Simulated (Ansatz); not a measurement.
# Ni: a surface, (110), 3 layers, part 1 of 2

What do the surfaces of Ni (110), 3 layers cost, and how tightly do they hold an electron? The runs shown use PAW. Its runs: bulk cell relaxed (PAW); bulk in the slab's orientation (PAW); the reference run (PAW); atoms relaxed (PAW); field of 0.2 V/Å along the normal (PAW); no images along the normal (PAW).

Method: DFT, PBE, PAW with Ansatz's default frozen-core files, scalar-relativistic, in Ansatz 0.2.0.

## Step 1: The starting structure

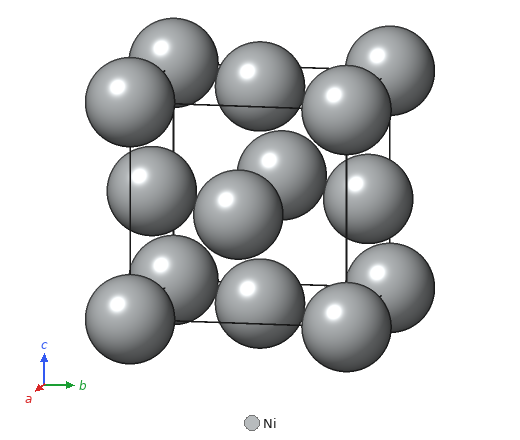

Start, viewed slightly off an axis; nickel light grey. Atoms on the faces are drawn again on the opposite ones. The cell drawn here is the conventional one.

As a file:

```cif
data_structure
_symmetry_space_group_name_H-M 'Fm-3m'
_symmetry_Int_Tables_number 225
_cell_length_a 3.5194
_cell_length_b 3.5194
_cell_length_c 3.5194
_cell_angle_alpha 90.000
_cell_angle_beta 90.000
_cell_angle_gamma 90.000
_cell_volume 43.59
loop_
_atom_site_label
_atom_site_type_symbol
_atom_site_symmetry_multiplicity
_atom_site_Wyckoff_symbol
_atom_site_fract_x
_atom_site_fract_y
_atom_site_fract_z
_atom_site_occupancy
Ni1 Ni 4 a 0.00000 0.00000 0.00000 1
```

The file gives the conventional cell by its symmetry; the runs use the cell typed in the input.

## Step 2: Bulk cell relaxed, PAW

File input.yaml:

```yaml
crystal:
  lattice:
    - [0.0, 1.7597012234, 1.7597012234]
    - [1.7597012234, 0.0, 1.7597012234]
    - [1.7597012234, 1.7597012234, 0.0]
  atoms:
    - { symbol: Ni, position: [0.0, 0.0, 0.0], spin: 1.0 }
magnetization:
  spin_polarized: true
kpoints:
  mp_grid: { grid: [21, 21, 21] }
scf:
  occupations: { method: fermi_dirac, width: 0.05 }
hamiltonian:
  xc: pbe
  pseudopotentials: { kind: paw }
output:
  forces: true
  stress: true
  write_density: true
  write_potential: true
  elf: true
  volumetric_format: npy
relax:
  f_tol: 0.005
  max_steps: 40
  cell: {}
```

The run is started by

```console
$ ansatz run input.yaml --threads 2 --pin off --max-ram 6144MiB --backend cpu --events-out ev --progress --plain --runs-dir out
```

Log (excerpt; [...] marks lines left out):

```text
[...]
Pseudopotentials: kind: paw
Pseudopotential: Ni, paw, valence charge 18, recommended cutoff 420 eV (normal)
Functional definition: PBE
[...]
Crystal: 1 atoms, lattice volume = 10.898 Å³
Basis set: ecut = 420 eV, 181 PW (Γ), exchange–correlation on 36×36×36 points (8 copies of the dense FFT grid, shifted against one another)
Bands: 14, of which v1, the nominal top of the filled ones, is band 9 counted from 1 (8 counted from 0)
Symmetry: 48 space group operations
Space group: Fm-3m (ITA 225), of the structure as read, at distance tolerance 2.2e-5 Å
Magnetic group: BNS 225.116 (UNI 1618), of the structure as read, at distance tolerance 2.2e-5 Å
k-points: 286 of 9261
[...]
Starting moments: Σ|m| = 1 μB on 1 of 1 site
[...]
SCF iter   1: F=—  HF=-5839.016582 eV  |F-HF|=—  |Δ(HF+E_count)|=         —  Δρ=6.65e-2 (↑3.63e-2 ↓6.65e-2)  dr2=6.90e-1  dr2_m=2.63e-2  M=0.902 μB ∫|m|=0.972 μB  β_m=0.30  ethr=3.10e-3  ⟨swp⟩=5.7  Hψ=42391  notcnv=0
[...]
at 1 of the mixer's solves, the last at iteration 5, it left a direction of its history that read negative out of its fit and stepped the other way along it
[...]
relax step   1: F+E_penalty+E_count = -5839.72745084 eV  Δ(F+E_penalty+E_count) = +0.000e0 eV  max|allowed force component| = 0.000e0 eV/Å  Δτ_max = 0.0000 Å  P = -0.130 GPa  Ω = 10.898 Å³  (12 SCF iters, dr2 threshold 1.00e-7 eV, accepted)
[...]
relax step   2: F+E_penalty+E_count = -5839.72745426 eV  Δ(F+E_penalty+E_count) = -3.425e-6 eV  max|allowed force component| = 0.000e0 eV/Å  Δτ_max = 0.0000 Å  P = -0.067 GPa  Ω = 10.894 Å³  energy of the carried Pulay correction = +1.266e-6 eV  (7 SCF iters, dr2 threshold 4.22e-8 eV, accepted)
[...]
SCF iter   1: F=—  HF=-5839.727457 eV  |F-HF|=—  |Δ(HF+E_count)|=         —  Δρ=6.62e-5 (↑6.62e-5 ↓5.62e-5)  dr2=9.59e-7  dr2_m=6.77e-9  M=0.629 μB ∫|m|=0.720 μB  β_m=0.65  ethr=5.80e-9  ⟨swp⟩=2.3  Hψ=49255  notcnv=0
```

## Step 3: The output, continued: bulk cell relaxed

The log, continued (excerpt; [...] marks lines left out):

```text
[...]
SCF iter   2: F=—  HF=-5839.727457 eV  |F-HF|=—  |Δ(HF+E_count)|=   4.59e-7  Δρ=1.15e-4 (↑8.89e-5 ↓1.15e-4)  dr2=2.35e-6  dr2_m=2.15e-8  M=0.629 μB ∫|m|=0.720 μB  β_m=0.30  ethr=5.33e-9  ⟨swp⟩=2.1  Hψ=12715  notcnv=0
[...]
relax step   3: F+E_penalty+E_count = -5839.72745639 eV  Δ(F+E_penalty+E_count) = -2.129e-6 eV  max|allowed force component| = 0.000e0 eV/Å  Δτ_max = 0.0000 Å  P = +0.001 GPa  Ω = 10.891 Å³  energy of the carried Pulay correction = +2.624e-6 eV  (7 SCF iters, dr2 threshold 1.13e-8 eV, accepted)
[...]
relax step   4: F+E_penalty+E_count = -5839.72745236 eV  Δ(F+E_penalty+E_count) = +4.035e-6 eV  max|allowed force component| = 0.000e0 eV/Å  Δτ_max = 0.0000 Å  P = +0.003 GPa  Ω = 10.891 Å³  stress off target by 2.76e-3 GPa  SCF on the basis re-selected at this cell (its energy is not [...]
SCF converged after 7 iterations
[...]
  atom   1  Ni    -0.00000000     0.00000000     0.00000000
[...]
--- Stress (GPa, compression-positive) ---
        0.002757      -0.000000      -0.000000
       -0.000000       0.002757      -0.000000
        0.000000       0.000000       0.002757
  P = ⅓ Tr σ = 0.0028 GPa (0.028 kbar)
--- Band table (eV; the first three rows and the last of 572) ---
  k-point 0 ↑: bands = ["-85.5085", "-45.7662", "-45.7662", "-45.7662", "9.0428", "15.7034", "15.7034", "15.7034", "16.8943", "16.8943", "41.6433", "45.6060", "45.6060", "45.6060"]
[...]
--- Relaxed structure (3 steps of the walk, 3 accepted, 1 SCFs on fresh bases) ---
  F+E_penalty+E_count = -5839.72745236 eV   max|allowed force component| = 0.000e0 eV/Å   (the final SCF, on the basis selected at the relaxed cell)
  cell:  # Å, volume = 10.8907 Å³
    - [-1.8152262867190538e-34, 1.7593077394392351, 1.7593077394392351]
    - [1.7593077394392351, -5.1909102585123825e-34, 1.7593077394392351]
    - [1.7593077394392351, 1.7593077394392351, -2.9298389189149645e-34]
  atoms:
    - { symbol: Ni, position: [0.0, 0.0, 0.0] }
```

Wall time 12 s (2 threads of Arm Neoverse V2, shared host); peak memory 0.37 GiB.

The steps of the relaxation:

| step | energy from step 1 (eV/cell) | largest force component (eV/Å) | pressure (GPa) | volume (Å³) |
| --- | --- | --- | --- | --- |
| 1 | 0.0000 | 0.0000 | -0.13 | 10.90 |
| 2 | 0.0000 | 0.0000 | -0.07 | 10.89 |
| 3 | 0.0000 | 0.0000 | 0.00 | 10.89 |
| 4 | 0.0000 | 0.0000 | 0.00 | 10.89 |

Step 1 is the start. Step 4 repeats the geometry before on a plane-wave basis chosen anew for that cell, so the energy can jump there without any move; the table keeps such jumps.

| input's cell | before | after | change |
| --- | --- | --- | --- |
| a (Å) | 2.489 | 2.488 | -0.0 % |
| b (Å) | 2.489 | 2.488 | -0.0 % |
| c (Å) | 2.489 | 2.488 | -0.0 % |
| volume (Å³/atom) | 10.90 | 10.89 | -0.1 % |

Result: pressure 0.00 GPa; no gap; spin moments Ni 0.67 μB.

## Step 4: Bulk in the slab's orientation, PAW

File input.yaml:

```yaml
crystal:
  lattice:
    - [-1.7593077394, 1.7593077394, 0.0]
    - [0.0, 0.0, 3.5186154789]
    - [1.7593077394, 1.7593077394, 0.0]
  atoms:
    - { symbol: Ni, position: [0.0, 0.0, 0.0], spin: 1.0 }
    - { symbol: Ni, position: [0.5, 0.5, 0.5], spin: 1.0 }
magnetization:
  spin_polarized: true
kpoints:
  mp_grid: { grid: [15, 10, 15] }
scf:
  occupations: { method: fermi_dirac, width: 0.05 }
hamiltonian:
  xc: pbe
  pseudopotentials: { kind: paw }
output:
  forces: true
  stress: true
  eigenvalues: true
  write_density: true
  write_potential: true
  elf: true
  volumetric_format: npy
```

The run is started by

```console
$ ansatz run input.yaml --threads 2 --pin off --max-ram 6144MiB --backend cpu --events-out ev --progress --plain --runs-dir out
```

Log (excerpt; [...] marks lines left out):

```text
[...]
[... 3 set-up lines as earlier in the session ...]
[...]
Crystal: 2 atoms, lattice volume = 21.781 Å³
Basis set: ecut = 420 eV, 403 PW (Γ), exchange–correlation on 36×48×36 points (8 copies of the dense FFT grid, shifted against one another)
Bands: 23, of which v1, the nominal top of the filled ones, is band 18 counted from 1 (17 counted from 0)
Symmetry: 32 space group operations
Space group: Fm-3m (ITA 225), of the structure as read, at distance tolerance 2.8e-5 Å
Magnetic group: BNS 225.116 (UNI 1618), of the structure as read, at distance tolerance 2.8e-5 Å
k-points: 216 of 2250
[...]
Starting moments: Σ|m| = 2 μB on 2 of 2 sites
[...]
SCF converged after 12 iterations
Magnetization: 1.2901 μB (18.6451 up, 17.3549 down)
Absolute magnetization: 1.4741 μB (∫|ρ↑−ρ↓|, with the PAW one-centre terms)
Spin contamination: 0.0141 ħ² per cell (⟨S²⟩ above its minimum at these occupations)
Per-site moments (μB) at R_I (Å): [(0.6840658007512218, 1.0263152069970651), (0.6840658007512214, 1.0263152069970651)]
Free energy (F): -11679.457351 eV
[...]
E sigma→0 (E₀):  -11679.443857 eV
Entropy (-TS):   -0.026988 eV (-13.494 meV/atom)
Fermi energy:    18.166085 eV
[...]
--- Forces (eV/Å), atoms counted from 1 ---
  atom   1  Ni     0.00000000    -0.00000000     0.00000000
  atom   2  Ni    -0.00000000    -0.00000000    -0.00000000
[...]
--- Stress (GPa, compression-positive) ---
        0.085013       0.000000       0.000000
        0.000000       0.085013       0.000000
        0.000000       0.000000       0.045569
  P = ⅓ Tr σ = 0.0719 GPa (0.719 kbar)
--- Band table (eV; the first three rows and the last of 432) ---
[... band rows left out ...]
[...]
```

Wall time 9.9 s (2 threads of Arm Neoverse V2, shared host); peak memory 0.45 GiB.

This run gives: pressure 0.07 GPa; no gap; spin moments Ni1 0.68 μB.

The fields are shown in the conventional cell of this run's space group, carried over from its grid by interpolation.

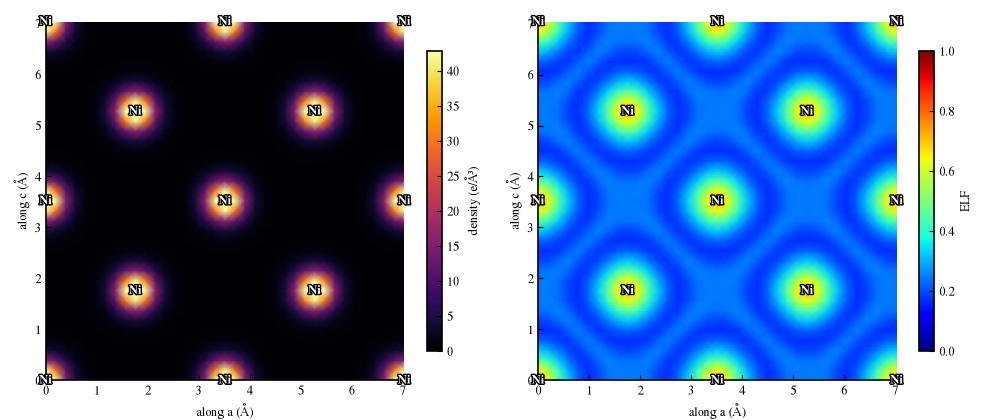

Density (left) and ELF (right) in a lattice plane of the grid's cell (edges 3.52 and 3.52 Å, at 0.000 of the third edge), which holds Ni. Only atoms in the plane are labelled; the density scale stops at 42.84 e/Å³. Both are smooth fields of the valence electrons: close to the nuclei they are not physical.

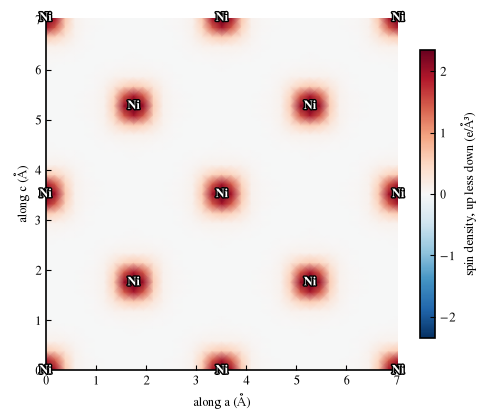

Spin density in a lattice plane of the grid's cell (edges 3.52 and 3.52 Å, at 0.000 of the third edge), which holds Ni.

## Step 5: The slab as cut

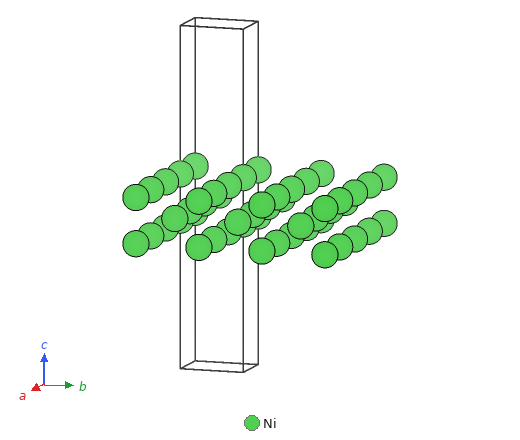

The slab (nickel green); 4×3×1 cells are drawn, with vacuum above and below.

## Step 6: Slab as cut, PAW

File input.yaml:

```yaml
crystal:
  lattice:
    - [2.4880368655, 0.0, 0.0]
    - [0.0, 3.5186154789, 0.0]
    - [0.0, 0.0, 18.488]
  atoms:
    - { symbol: Ni, position: [0.0, 0.0, 0.4327121142], spin: 1.0 }
    - { symbol: Ni, position: [0.5, 0.5, 0.5], spin: 1.0 }
    - { symbol: Ni, position: [0.0, 0.0, 0.5672878858], spin: 1.0 }
magnetization:
  spin_polarized: true
kpoints:
  mp_grid: { grid: [15, 10, 1] }
scf:
  occupations: { method: fermi_dirac, width: 0.05 }
hamiltonian:
  xc: pbe
  pseudopotentials: { kind: paw }
output:
  forces: true
  stress: true
  eigenvalues: true
  populations: true
efield:
  axis: 3
  amplitude: 0
  dipole_correction: true
```

The run is started by

```console
$ ansatz run input.yaml --threads 2 --pin off --max-ram 6144MiB --backend cpu --events-out ev --progress --plain --runs-dir out
```

Log (excerpt; [...] marks lines left out):

```text
[...]
[... 3 set-up lines as earlier in the session ...]
[...]
Crystal: 3 atoms, lattice volume = 161.852 Å³
Basis set: ecut = 420 eV, 3155 PW (Γ), exchange–correlation on 36×48×250 points (8 copies of the dense FFT grid, shifted against one another)
Bands: 35, of which v1, the nominal top of the filled ones, is band 27 counted from 1 (26 counted from 0)
Symmetry: 4 space group operations
k-points: 48 of 150
[...]
Starting moments: Σ|m| = 3 μB on 3 of 3 sites
[...]
SCF iter   1: F=—  HF=-17513.746174 eV  |F-HF|=—  |Δ(HF+E_count)|=         —  Δρ=1.62e-2 (↑1.58e-2 ↓1.62e-2)  dr2=3.19e0  dr2_m=1.65e-1  M=2.784 μB ∫|m|=2.928 μB  β_m=1.00  ethr=3.10e-3  p=0.000 e·Å  D=1.61e-14 V/Å  ΔV_dip=-0.00 eV  dr2_dipole=2.71e-10  V_vac-E_F(+/−)=6.72/6.72 eV  [...]
Entropy (-TS):   -0.059661 eV (-19.887 meV/atom)
Fermi energy:    0.142103 eV
Dipole field:    D = 0.000001 V/Å  (p = 0.000001 e·Å, saw-weighted, corrected)
Work function:   Φ+ = 4.5054 eV   Φ− = 4.5054 eV
Levels:          The Fermi level and band energies are counted from a zero that moves with the ramp; work functions are not
[...]
--- Forces (eV/Å), atoms counted from 1 ---
  atom   1  Ni     0.00000000     0.00000000     0.86318230
  atom   2  Ni     0.00000000    -0.00000000    -0.00001208
  atom   3  Ni     0.00000000    -0.00000000    -0.86317470
[...]
--- Stress (GPa, compression-positive) ---
       -2.662755      -0.000000       0.000000
       -0.000000      -3.108167      -0.000000
        0.000000      -0.000000      -2.125632
  P = ⅓ Tr σ = -2.6322 GPa (-26.322 kbar)
--- Band table (eV; the first three rows and the last of 96) ---
[...]
--- Löwdin populations: 3 sites ---
  site symbol       q [e]    m [muB]
     0     Ni     17.8014     0.8840
     1     Ni     17.7988     0.7333
     2     Ni     17.8014     0.8840
  spilling = 0.011081 (of n_electrons = 54.000000)
```

Run time: 38 s. Hardware: 2 threads of Arm Neoverse V2, shared host; peak memory 0.64 GiB.

Result: no gap; largest force 0.863 eV/Å; spin moments Ni1 0.86, Ni2 0.74 μB; work function 4.51 eV.

## Step 7: Atoms relaxed, PAW

input.yaml, as its differences from that of step 6:

```diff
@@ -22,3 +22,5 @@
   eigenvalues: true
-  populations: true
+relax:
+  f_tol: 0.01
+  max_steps: 40
 efield:
```

The run is started by

```console
$ ansatz run input.yaml --threads 2 --pin off --max-ram 6144MiB --backend cpu --events-out ev --progress --plain --runs-dir out
```

Log (excerpt; [...] marks lines left out):

```text
Warning: output.stress: scf.convergence.dr2_threshold = 1e-7 eV (the SCF's general default) is looser than the 3e-10 eV advised for a printed stress (1e-10 eV for each atom of the cell: 3). What an SCF threshold leaves in a stress goes as its square root, and in the free energy as the [...]
[... 3 set-up lines as earlier in the session ...]
[...]
Crystal: 3 atoms, lattice volume = 161.852 Å³
Basis set: ecut = 420 eV, 3155 PW (Γ), exchange–correlation on 36×48×250 points (8 copies of the dense FFT grid, shifted against one another)
Bands: 35, of which v1, the nominal top of the filled ones, is band 27 counted from 1 (26 counted from 0)
[... 1 set-up line as earlier in the session ...]
k-points: 48 of 150
[...]
Starting moments: Σ|m| = 3 μB on 3 of 3 sites
[...]
SCF iter   1: F=—  HF=-17513.745650 eV  |F-HF|=—  |Δ(HF+E_count)|=         —  Δρ=1.59e-2 (↑1.49e-2 ↓1.59e-2)  dr2=3.14e0  dr2_m=1.32e-1  M=2.853 μB ∫|m|=3.007 μB  β_m=1.00  ethr=3.10e-3  p=0.000 e·Å  D=2.28e-14 V/Å  ΔV_dip=-0.00 eV  dr2_dipole=6.09e-10  V_vac-E_F(+/−)=6.70/6.70 eV  [...]
spin=Collinear: LDOS preconditioning applied to the charge; magnetization (m = ρ↑ − ρ↓) channel mixes plain (no charge-response kernel on spin).
[...]
density mixer auto → msr1: a metal under ldos (density of states about μ 3.15 of a free-electron gas's, 30 screened modes)
[...]
relax step   1: F+E_penalty+E_count = -17516.62498709 eV  Δ(F+E_penalty+E_count) = +0.000e0 eV  max|allowed force component| = 8.632e-1 eV/Å  Δτ_max = 0.0000 Å  (13 SCF iters, dr2 threshold 2.50e-6 eV, accepted)
[...]
relax step   2: F+E_penalty+E_count = -17516.68589360 eV  Δ(F+E_penalty+E_count) = -6.091e-2 eV  max|allowed force component| = 5.670e-1 eV/Å  Δτ_max = 0.0419 Å  (8 SCF iters, dr2 threshold 4.66e-5 eV, accepted)
[...]
spin=Collinear: LDOS preconditioning applied to the charge; magnetization (m = ρ↑ − ρ↓) channel mixes plain (no charge-response kernel on spin).
SCF iter   2: F=—  HF=-17516.704172 eV  |F-HF|=—  |Δ(HF+E_count)|=   1.29e-2  Δρ=2.61e-3 (↑2.60e-3 ↓2.61e-3)  dr2=1.89e-2  dr2_m=1.27e-4  M=2.322 μB ∫|m|=2.575 μB  β_m=0.34  ethr=1.88e-4  p=0.000 e·Å  D=9.72e-8 V/Å  ΔV_dip=-0.00 eV  dr2_dipole=3.13e-12  V_vac-E_F(+/−)=4.37/4.37 eV  [...]
```

(Continued in part 2 of 2.)
